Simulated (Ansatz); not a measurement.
Single-point calculation, with input and output: CoO (part 2 of 4)

CoO (P6₃/mmc, 4 atoms in the cell); DFT r2SCAN, scalar-relativistic, plane waves, PAW, spin-polarised (Ansatz 0.2.0); cutoff 500 eV, 18×18×8 k-mesh, Gaussian smearing of 0.1 eV, collinear spins. The structure was built on a prototype by a generator; it need not be a known phase. The run did not end well. It belongs to a series of runs on one base structure; here: antiferromagnetic in the cell, signs +-. The run did not end well; see the last part.

Geometry of the input (Å; fractional positions):
```
2.8917  0.0000  0.0000
-1.4459  2.5043  0.0000
0.0000  0.0000  5.1596
Co 0.0000  0.0000  0.0000
Co 0.0000  0.0000  0.5000
O  0.3333  0.6667  0.2500
O  0.6667  0.3333  0.7500
```

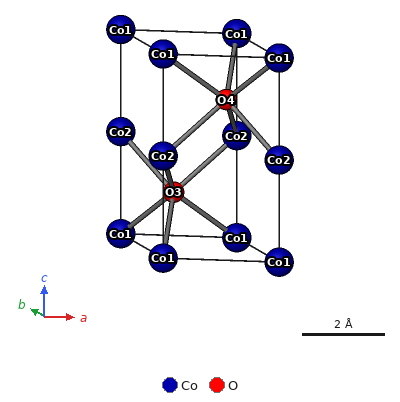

Fig. 1: The structure as given in the input (ball-and-stick view of the cell of the calculation, seen slightly off an axis; atoms are numbered from 1 in the order of the input). An atom can appear more than once, as a periodic image.

### The program's output, continued
```
SCF iter   1: F=-11364.786520 eV  HF=-11401.541242 eV  |F-HF|=3.68e1  |Δ(HF+E_count)|=         —  Δρ=2.26e-1 (↑2.26e-1 ↓2.26e-1)  dr2=4.20e1  dr2_τ=2.12e-1  dr2_m=5.31e0  M=0.000 μB ∫|m|=3.234 μB  β_m=0.30  ethr=3.10e-3  ⟨swp⟩=5.6  Hψ=64924  notcnv=0  defer=407
preconditioner: auto → Kerker (q_TF=auto, 2.824 Å⁻¹)  [metal: Δε(μ)=0.004 eV  Ē_g=13.747 eV  σ=0.100 eV  W_gap=0.02  n_scr=22 (ndim 8)  ℏωp=33.3 eV  f_vac=0.000  D(μ)=7.10/eV (n_scr^D=134)]
spin=Collinear: Kerker preconditioning applied to the charge; magnetization (m = ρ↑ − ρ↓) channel mixes plain (no charge-response kernel on spin).
SCF iter   2: F=-11397.902585 eV  HF=-11397.907605 eV  |F-HF|=5.02e-3  |Δ(HF+E_count)|=    3.63e0  Δρ=4.97e-2 (↑4.97e-2 ↓4.97e-2)  dr2=1.24e0  dr2_τ=2.75e-1  dr2_m=1.66e-1  M=-0.000 μB ∫|m|=5.325 μB  β_m=0.30  ethr=3.10e-3  ⟨swp⟩=3.0  Hψ=41044  notcnv=0  defer=1898
Mixer restart at iter 2: flushing history
spin-set hold released at iteration 2 (the charge has settled, or the pull on large starting moments outlasts its swing): the magnetisation degrees of freedom join the quasi-Newton model from the next iteration; the mixer history was flushed
SCF iter   3: F=-11398.549466 eV  HF=-11398.270317 eV  |F-HF|=2.79e-1  |Δ(HF+E_count)|=   3.63e-1  Δρ=3.04e-2 (↑3.04e-2 ↓3.04e-2)  dr2=4.43e-1  dr2_τ=2.03e-2  dr2_m=9.53e-2  M=0.000 μB ∫|m|=5.277 μB  β_m=0.30  ethr=2.69e-3  ⟨swp⟩=2.7  Hψ=32338  notcnv=0  defer=1908  κ⁻¹=1.0e0(r=1)
SCF iter   4: F=-11398.680534 eV  HF=-11398.502877 eV  |F-HF|=1.78e-1  |Δ(HF+E_count)|=   2.33e-1  Δρ=1.98e-2 (↑1.97e-2 ↓1.98e-2)  dr2=2.01e-1  dr2_τ=6.12e-3  dr2_m=4.08e-2  M=-0.000 μB ∫|m|=5.283 μB  β_m=0.30  ethr=9.64e-4  ⟨swp⟩=2.9  Hψ=27690  notcnv=0  defer=1908  κ⁻¹=9.2e-2(r=2)
SCF iter   5: F=-11398.773827 eV  HF=-11398.743333 eV  |F-HF|=3.05e-2  |Δ(HF+E_count)|=   2.40e-1  Δρ=8.61e-3 (↑8.54e-3 ↓8.61e-3)  dr2=3.29e-2  dr2_τ=1.03e-3  dr2_m=6.16e-3  M=0.001 μB ∫|m|=5.333 μB  β_m=0.30  ethr=4.36e-4  ⟨swp⟩=2.0  Hψ=33270  notcnv=0  defer=1920  κ⁻¹=2.4e-2(r=3)
SCF iter   6: F=-11398.783147 eV  HF=-11398.773930 eV  |F-HF|=9.22e-3  |Δ(HF+E_count)|=   3.06e-2  Δρ=7.81e-3 (↑7.81e-3 ↓7.50e-3)  dr2=2.19e-2  dr2_τ=8.04e-4  dr2_m=6.25e-3  M=-0.004 μB ∫|m|=5.348 μB  β_m=0.30  ethr=7.16e-5  ⟨swp⟩=2.7  Hψ=29580  notcnv=0  defer=1904  κ⁻¹=1.2e-3(r=4)
SCF iter   7: F=-11398.781841 eV  HF=-11398.791976 eV  |F-HF|=1.01e-2  |Δ(HF+E_count)|=   1.80e-2  Δρ=8.20e-3 (↑7.92e-3 ↓8.20e-3)  dr2=2.92e-2  dr2_τ=3.57e-4  dr2_m=9.82e-3  M=0.062 μB ∫|m|=5.350 μB  β_m=0.30  ethr=4.76e-5  ⟨swp⟩=2.4  Hψ=28989  notcnv=0  defer=1904  κ⁻¹=1.2e-3(r=5)
SCF iter   8: F=-11398.807159 eV  HF=-11398.796558 eV  |F-HF|=1.06e-2  |Δ(HF+E_count)|=   4.58e-3  Δρ=6.50e-3 (↑6.50e-3 ↓6.45e-3)  dr2=7.08e-3  dr2_τ=2.86e-4  dr2_m=6.38e-3  M=0.003 μB ∫|m|=5.348 μB  β_m=0.30  ethr=4.76e-5  ⟨swp⟩=1.0  Hψ=17307  notcnv=0  defer=1904  κ⁻¹=4.0e-5(r=6)
SCF iter   9: F=-11398.790407 eV  HF=-11398.783578 eV  |F-HF|=6.83e-3  |Δ(HF+E_count)|=   1.30e-2  Δρ=5.15e-3 (↑5.14e-3 ↓5.15e-3)  dr2=5.64e-3  dr2_τ=2.10e-4  dr2_m=3.85e-3  M=-0.002 μB ∫|m|=5.359 μB  β_m=0.30  ethr=1.54e-5  ⟨swp⟩=2.9  Hψ=29518  notcnv=0  defer=1904  κ⁻¹=2.3e-5(r=7)
SCF iter  10: F=-11398.770641 eV  HF=-11398.763676 eV  |F-HF|=6.97e-3  |Δ(HF+E_count)|=   1.99e-2  Δρ=4.24e-3 (↑4.22e-3 ↓4.24e-3)  dr2=3.64e-3  dr2_τ=1.83e-4  dr2_m=2.25e-3  M=-0.001 μB ∫|m|=5.370 μB  β_m=0.30  ethr=1.23e-5  ⟨swp⟩=2.0  Hψ=32823  notcnv=0  defer=1904  κ⁻¹=1.5e-5(r=8)
SCF iter  11: F=-11398.746253 eV  HF=-11398.738051 eV  |F-HF|=8.20e-3  |Δ(HF+E_count)|=   2.56e-2  Δρ=5.96e-3 (↑5.96e-3 ↓5.78e-3)  dr2=6.43e-3  dr2_τ=2.89e-4  dr2_m=5.18e-3  M=0.002 μB ∫|m|=5.375 μB  β_m=0.30  ethr=7.91e-6  ⟨swp⟩=2.0  Hψ=36856  notcnv=0  defer=1914  κ⁻¹=5.2e-5(r=8)
SCF iter  12: F=-11398.782996 eV  HF=-11398.773998 eV  |F-HF|=9.00e-3  |Δ(HF+E_count)|=   3.59e-2  Δρ=5.92e-3 (↑5.92e-3 ↓5.66e-3)  dr2=6.04e-3  dr2_τ=2.47e-4  dr2_m=5.09e-3  M=0.003 μB ∫|m|=5.362 μB  β_m=0.30  ethr=7.91e-6  ⟨swp⟩=2.5  Hψ=33594  notcnv=0  defer=1914  κ⁻¹=8.4e-5(r=8)
SCF iter  13: F=-11398.991390 eV  HF=-11398.954792 eV  |F-HF|=3.66e-2  |Δ(HF+E_count)|=   1.81e-1  Δρ=1.24e-2 (↑1.23e-2 ↓1.24e-2)  dr2=2.97e-2  dr2_τ=7.66e-4  dr2_m=2.49e-2  M=-0.001 μB ∫|m|=5.318 μB  β_m=0.30  ethr=7.91e-6  ⟨swp⟩=3.6  Hψ=47215  notcnv=0  defer=1907  κ⁻¹=2.0e-4(r=8)
SCF iter  14: F=-11398.794035 eV  HF=-11398.784461 eV  |F-HF|=9.57e-3  |Δ(HF+E_count)|=   1.70e-1  Δρ=6.53e-3 (↑6.50e-3 ↓6.53e-3)  dr2=8.81e-3  dr2_τ=2.60e-4  dr2_m=6.43e-3  M=-0.001 μB ∫|m|=5.355 μB  β_m=0.30  ethr=7.91e-6  ⟨swp⟩=3.1  Hψ=40996  notcnv=2  defer=1934  κ⁻¹=2.1e-4(r=8)
SCF iter  15: F=-11398.765263 eV  HF=-11398.761795 eV  |F-HF|=3.47e-3  |Δ(HF+E_count)|=   2.27e-2  Δρ=4.00e-3 (↑4.00e-3 ↓4.00e-3)  dr2=5.05e-3  dr2_τ=1.14e-4  dr2_m=1.97e-3  M=-0.000 μB ∫|m|=5.365 μB  β_m=0.30  ethr=7.91e-6  ⟨swp⟩=2.0  Hψ=34819  notcnv=0  defer=1938  κ⁻¹=3.4e-4(r=8)
SCF iter  16: F=-11398.755847 eV  HF=-11398.753761 eV  |F-HF|=2.09e-3  |Δ(HF+E_count)|=   8.03e-3  Δρ=3.47e-3 (↑3.47e-3 ↓3.43e-3)  dr2=3.05e-3  dr2_τ=5.68e-5  dr2_m=1.86e-3  M=0.000 μB ∫|m|=5.365 μB  β_m=0.30  ethr=7.91e-6  ⟨swp⟩=2.0  Hψ=31156  notcnv=0  defer=1938  κ⁻¹=2.0e-4(r=8)
SCF iter  17: F=-11398.742636 eV  HF=-11398.739505 eV  |F-HF|=3.13e-3  |Δ(HF+E_count)|=   1.43e-2  Δρ=4.58e-3 (↑4.58e-3 ↓4.37e-3)  dr2=3.59e-3  dr2_τ=9.06e-5  dr2_m=3.25e-3  M=0.004 μB ∫|m|=5.366 μB  β_m=0.30  ethr=6.63e-6  ⟨swp⟩=2.0  Hψ=30492  notcnv=0  defer=1938  κ⁻¹=9.4e-4(r=8)
SCF iter  18: F=-11398.708490 eV  HF=-11398.698007 eV  |F-HF|=1.05e-2  |Δ(HF+E_count)|=   4.15e-2  Δρ=1.02e-2 (↑1.00e-2 ↓1.02e-2)  dr2=1.72e-2  dr2_τ=4.38e-4  dr2_m=1.67e-2  M=-0.003 μB ∫|m|=5.367 μB  β_m=0.30  ethr=6.63e-6  ⟨swp⟩=2.2  Hψ=33965  notcnv=0  defer=1919  κ⁻¹=9.6e-4(r=8)
SCF iter  19: F=-11398.652383 eV  HF=-11398.620500 eV  |F-HF|=3.19e-2  |Δ(HF+E_count)|=   7.75e-2  Δρ=1.89e-2 (↑1.88e-2 ↓1.89e-2)  dr2=6.03e-2  dr2_τ=1.49e-3  dr2_m=5.81e-2  M=-0.003 μB ∫|m|=5.365 μB  β_m=0.30  ethr=6.63e-6  ⟨swp⟩=2.0  Hψ=36934  notcnv=0  defer=1910  κ⁻¹=4.3e-4(r=8)
SCF iter  20: F=-11398.721328 eV  HF=-11398.714632 eV  |F-HF|=6.70e-3  |Δ(HF+E_count)|=   9.41e-2  Δρ=8.36e-3 (↑8.36e-3 ↓8.33e-3)  dr2=1.15e-2  dr2_τ=2.97e-4  dr2_m=1.14e-2  M=0.001 μB ∫|m|=5.369 μB  β_m=0.30  ethr=6.63e-6  ⟨swp⟩=2.7  Hψ=34258  notcnv=0  defer=1910  κ⁻¹=4.5e-5(r=8)
SCF iter  21: F=-11398.741548 eV  HF=-11398.738528 eV  |F-HF|=3.02e-3  |Δ(HF+E_count)|=   2.39e-2  Δρ=5.56e-3 (↑5.56e-3 ↓5.56e-3)  dr2=5.02e-3  dr2_τ=1.32e-4  dr2_m=5.03e-3  M=0.000 μB ∫|m|=5.369 μB  β_m=0.30  ethr=6.63e-6  ⟨swp⟩=2.0  Hψ=34970  notcnv=0  defer=1910  κ⁻¹=2.3e-5(r=8)
SCF iter  22: F=-11398.764734 eV  HF=-11398.762526 eV  |F-HF|=2.21e-3  |Δ(HF+E_count)|=   2.40e-2  Δρ=5.59e-3 (↑5.57e-3 ↓5.59e-3)  dr2=4.92e-3  dr2_τ=1.26e-4  dr2_m=5.02e-3  M=0.000 μB ∫|m|=5.364 μB  β_m=0.30  ethr=6.63e-6  ⟨swp⟩=2.0  Hψ=33468  notcnv=0  defer=1910  κ⁻¹=1.1e-5(r=8)
SCF iter  23: F=-11398.751537 eV  HF=-11398.749568 eV  |F-HF|=1.97e-3  |Δ(HF+E_count)|=   1.30e-2  Δρ=5.37e-3 (↑5.35e-3 ↓5.37e-3)  dr2=4.53e-3  dr2_τ=1.18e-4  dr2_m=4.65e-3  M=0.000 μB ∫|m|=5.367 μB  β_m=0.30  ethr=6.63e-6  ⟨swp⟩=2.0  Hψ=30708  notcnv=0  defer=1910  κ⁻¹=1.5e-5(r=8)
SCF iter  24: F=-11398.744964 eV  HF=-11398.742721 eV  |F-HF|=2.24e-3  |Δ(HF+E_count)|=   6.85e-3  Δρ=5.85e-3 (↑5.83e-3 ↓5.85e-3)  dr2=5.40e-3  dr2_τ=1.39e-4  dr2_m=5.54e-3  M=0.000 μB ∫|m|=5.368 μB  β_m=0.30  ethr=6.63e-6  ⟨swp⟩=2.0  Hψ=28377  notcnv=0  defer=1910  κ⁻¹=1.3e-6(r=8)
SCF iter  25: F=-11398.740862 eV  HF=-11398.738379 eV  |F-HF|=2.48e-3  |Δ(HF+E_count)|=   4.34e-3  Δρ=6.36e-3 (↑6.34e-3 ↓6.36e-3)  dr2=6.40e-3  dr2_τ=1.65e-4  dr2_m=6.52e-3  M=-0.000 μB ∫|m|=5.368 μB  β_m=0.31  ethr=6.63e-6  ⟨swp⟩=1.6  Hψ=20330  notcnv=0  defer=1910  κ⁻¹=2.4e-6(r=8)
SCF iter  26: F=-11398.771950 eV  HF=-11398.769045 eV  |F-HF|=2.90e-3  |Δ(HF+E_count)|=   3.07e-2  Δρ=6.20e-3 (↑6.16e-3 ↓6.20e-3)  dr2=6.06e-3  dr2_τ=1.54e-4  dr2_m=6.21e-3  M=0.000 μB ∫|m|=5.362 μB  β_m=0.30  ethr=6.63e-6  ⟨swp⟩=2.5  Hψ=33202  notcnv=0  defer=1909  κ⁻¹=2.5e-6(r=8)
SCF iter  27: F=-11398.751947 eV  HF=-11398.749977 eV  |F-HF|=1.97e-3  |Δ(HF+E_count)|=   1.91e-2  Δρ=5.37e-3 (↑5.34e-3 ↓5.37e-3)  dr2=4.51e-3  dr2_τ=1.17e-4  dr2_m=4.65e-3  M=-0.000 μB ∫|m|=5.368 μB  β_m=0.30  ethr=6.63e-6  ⟨swp⟩=2.0  Hψ=35644  notcnv=0  defer=1909  κ⁻¹=2.4e-6(r=8)
SCF iter  28: F=-11398.787396 eV  HF=-11398.782376 eV  |F-HF|=5.02e-3  |Δ(HF+E_count)|=   3.24e-2  Δρ=7.91e-3 (↑7.79e-3 ↓7.91e-3)  dr2=9.92e-3  dr2_τ=2.49e-4  dr2_m=1.01e-2  M=-0.002 μB ∫|m|=5.356 μB  β_m=0.30  ethr=6.63e-6  ⟨swp⟩=2.3  Hψ=33716  notcnv=0  defer=1907  κ⁻¹=2.5e-5(r=8)
SCF iter  29: F=-11398.819498 eV  HF=-11398.808244 eV  |F-HF|=1.13e-2  |Δ(HF+E_count)|=   2.59e-2  Δρ=1.10e-2 (↑1.09e-2 ↓1.10e-2)  dr2=1.95e-2  dr2_τ=4.83e-4  dr2_m=1.96e-2  M=-0.001 μB ∫|m|=5.344 μB  β_m=0.36  ethr=6.63e-6  ⟨swp⟩=2.0  Hψ=32628  notcnv=0  defer=1909  κ⁻¹=4.5e-6(r=8)
SCF iter  30: F=-11398.882054 eV  HF=-11398.858021 eV  |F-HF|=2.40e-2  |Δ(HF+E_count)|=   4.98e-2  Δρ=1.40e-2 (↑1.39e-2 ↓1.40e-2)  dr2=3.36e-2  dr2_τ=8.10e-4  dr2_m=3.25e-2  M=-0.000 μB ∫|m|=5.327 μB  β_m=0.63  ethr=6.63e-6  ⟨swp⟩=2.0  Hψ=33150  notcnv=0  defer=1907  κ⁻¹=6.1e-6(r=8)
SCF iter  31: F=-11398.883318 eV  HF=-11398.859302 eV  |F-HF|=2.40e-2  |Δ(HF+E_count)|=   1.28e-3  Δρ=1.43e-2 (↑1.42e-2 ↓1.43e-2)  dr2=3.42e-2  dr2_τ=8.29e-4  dr2_m=3.36e-2  M=0.000 μB ∫|m|=5.326 μB  β_m=1.05  ethr=6.63e-6  ⟨swp⟩=1.0  Hψ=18182  notcnv=0  defer=1909  κ⁻¹=1.6e-5(r=8)
SCF iter  32: F=-11398.877867 eV  HF=-11398.854940 eV  |F-HF|=2.29e-2  |Δ(HF+E_count)|=   4.36e-3  Δρ=1.42e-2 (↑1.42e-2 ↓1.42e-2)  dr2=3.38e-2  dr2_τ=8.24e-4  dr2_m=3.34e-2  M=0.000 μB ∫|m|=5.327 μB  β_m=0.30  ethr=6.63e-6  ⟨swp⟩=1.0  Hψ=17241  notcnv=0  defer=1909  κ⁻¹=1.2e-5(r=8)
SCF iter  33: F=-11398.795286 eV  HF=-11398.788860 eV  |F-HF|=6.43e-3  |Δ(HF+E_count)|=   6.61e-2  Δρ=8.62e-3 (↑8.55e-3 ↓8.62e-3)  dr2=1.18e-2  dr2_τ=2.93e-4  dr2_m=1.22e-2  M=0.000 μB ∫|m|=5.353 μB  β_m=0.30  ethr=6.63e-6  ⟨swp⟩=2.2  Hψ=32509  notcnv=0  defer=1909  κ⁻¹=1.3e-5(r=8)
SCF iter  34: F=-11398.790548 eV  HF=-11398.784665 eV  |F-HF|=5.88e-3  |Δ(HF+E_count)|=   4.19e-3  Δρ=7.78e-3 (↑7.72e-3 ↓7.78e-3)  dr2=9.73e-3  dr2_τ=2.46e-4  dr2_m=1.00e-2  M=0.001 μB ∫|m|=5.357 μB  β_m=0.30  ethr=6.63e-6  ⟨swp⟩=1.0  Hψ=21544  notcnv=0  defer=1907  κ⁻¹=2.2e-5(r=8)
SCF iter  35: F=-11398.887914 eV  HF=-11398.863175 eV  |F-HF|=2.47e-2  |Δ(HF+E_count)|=   7.85e-2  Δρ=1.45e-2 (↑1.45e-2 ↓1.45e-2)  dr2=3.55e-2  dr2_τ=8.67e-4  dr2_m=3.52e-2  M=0.000 μB ∫|m|=5.325 μB  β_m=0.30  ethr=6.63e-6  ⟨swp⟩=2.7  Hψ=33206  notcnv=0  defer=1907  κ⁻¹=9.8e-6(r=8)
SCF iter  36: F=-11398.740292 eV  HF=-11398.737250 eV  |F-HF|=3.04e-3  |Δ(HF+E_count)|=   1.26e-1  Δρ=5.89e-3 (↑5.89e-3 ↓5.81e-3)  dr2=5.61e-3  dr2_τ=1.42e-4  dr2_m=5.64e-3  M=0.001 μB ∫|m|=5.369 μB  β_m=0.30  ethr=6.63e-6  ⟨swp⟩=3.0  Hψ=47226  notcnv=3  defer=1917  κ⁻¹=4.3e-6(r=8)
SCF iter  37: F=-11398.732401 eV  HF=-11398.728245 eV  |F-HF|=4.16e-3  |Δ(HF+E_count)|=   9.00e-3  Δρ=6.89e-3 (↑6.89e-3 ↓6.78e-3)  dr2=7.72e-3  dr2_τ=1.93e-4  dr2_m=7.68e-3  M=0.001 μB ∫|m|=5.368 μB  β_m=0.30  ethr=6.63e-6  ⟨swp⟩=2.0  Hψ=28976  notcnv=0  defer=1919  κ⁻¹=9.2e-6(r=8)
SCF iter  38: F=-11398.821917 eV  HF=-11398.810303 eV  |F-HF|=1.16e-2  |Δ(HF+E_count)|=   8.21e-2  Δρ=1.14e-2 (↑1.13e-2 ↓1.14e-2)  dr2=2.08e-2  dr2_τ=5.19e-4  dr2_m=2.14e-2  M=-0.002 μB ∫|m|=5.344 μB  β_m=0.30  ethr=6.63e-6  ⟨swp⟩=3.0  Hψ=43662  notcnv=0  defer=1919  κ⁻¹=1.1e-5(r=8)
SCF iter  39: F=-11398.819770 eV  HF=-11398.808598 eV  |F-HF|=1.12e-2  |Δ(HF+E_count)|=   1.70e-3  Δρ=1.12e-2 (↑1.11e-2 ↓1.12e-2)  dr2=2.00e-2  dr2_τ=5.01e-4  dr2_m=2.07e-2  M=-0.002 μB ∫|m|=5.344 μB  β_m=0.30  ethr=6.63e-6  ⟨swp⟩=1.0  Hψ=23416  notcnv=0  defer=1903  κ⁻¹=2.1e-6(r=8)
SCF iter  40: F=-11398.804817 eV  HF=-11398.796741 eV  |F-HF|=8.08e-3  |Δ(HF+E_count)|=   1.19e-2  Δρ=9.90e-3 (↑9.81e-3 ↓9.90e-3)  dr2=1.54e-2  dr2_τ=3.87e-4  dr2_m=1.60e-2  M=-0.002 μB ∫|m|=5.349 μB  β_m=0.30  ethr=6.63e-6  ⟨swp⟩=2.4  Hψ=28060  notcnv=0  defer=1903  κ⁻¹=2.9e-6(r=8)
SCF iter  41: F=-11398.788289 eV  HF=-11398.783384 eV  |F-HF|=4.91e-3  |Δ(HF+E_count)|=   1.34e-2  Δρ=8.35e-3 (↑8.23e-3 ↓8.35e-3)  dr2=1.08e-2  dr2_τ=2.73e-4  dr2_m=1.13e-2  M=-0.002 μB ∫|m|=5.356 μB  β_m=0.30  ethr=6.63e-6  ⟨swp⟩=2.0  Hψ=29564  notcnv=0  defer=1903  κ⁻¹=3.4e-6(r=8)
SCF iter  42: F=-11398.764219 eV  HF=-11398.762115 eV  |F-HF|=2.10e-3  |Δ(HF+E_count)|=   2.13e-2  Δρ=5.82e-3 (↑5.73e-3 ↓5.82e-3)  dr2=5.25e-3  dr2_τ=1.34e-4  dr2_m=5.49e-3  M=-0.001 μB ∫|m|=5.366 μB  β_m=0.30  ethr=6.63e-6  ⟨swp⟩=2.0  Hψ=30784  notcnv=0  defer=1903  κ⁻¹=2.6e-6(r=8)
SCF iter  43: F=-11398.746093 eV  HF=-11398.744016 eV  |F-HF|=2.08e-3  |Δ(HF+E_count)|=   1.81e-2  Δρ=5.80e-3 (↑5.78e-3 ↓5.80e-3)  dr2=5.41e-3  dr2_τ=1.38e-4  dr2_m=5.50e-3  M=-0.001 μB ∫|m|=5.369 μB  β_m=0.30  ethr=6.63e-6  ⟨swp⟩=2.0  Hψ=33399  notcnv=0  defer=1909  κ⁻¹=2.0e-6(r=8)
SCF iter  44: F=-11398.744122 eV  HF=-11398.741890 eV  |F-HF|=2.23e-3  |Δ(HF+E_count)|=   2.13e-3  Δρ=5.93e-3 (↑5.92e-3 ↓5.93e-3)  dr2=5.66e-3  dr2_τ=1.44e-4  dr2_m=5.77e-3  M=-0.001 μB ∫|m|=5.369 μB  β_m=0.30  ethr=6.63e-6  ⟨swp⟩=1.0  Hψ=20955  notcnv=0  defer=1911  κ⁻¹=6.7e-6(r=8)
SCF iter  45: F=-11398.663583 eV  HF=-11398.643931 eV  |F-HF|=1.97e-2  |Δ(HF+E_count)|=   9.80e-2  Δρ=1.86e-2 (↑1.86e-2 ↓1.85e-2)  dr2=5.61e-2  dr2_τ=1.37e-3  dr2_m=5.56e-2  M=-0.005 μB ∫|m|=5.364 μB  β_m=0.30  ethr=6.63e-6  ⟨swp⟩=3.3  Hψ=38034  notcnv=0  defer=1911  κ⁻¹=1.2e-6(r=8)
```
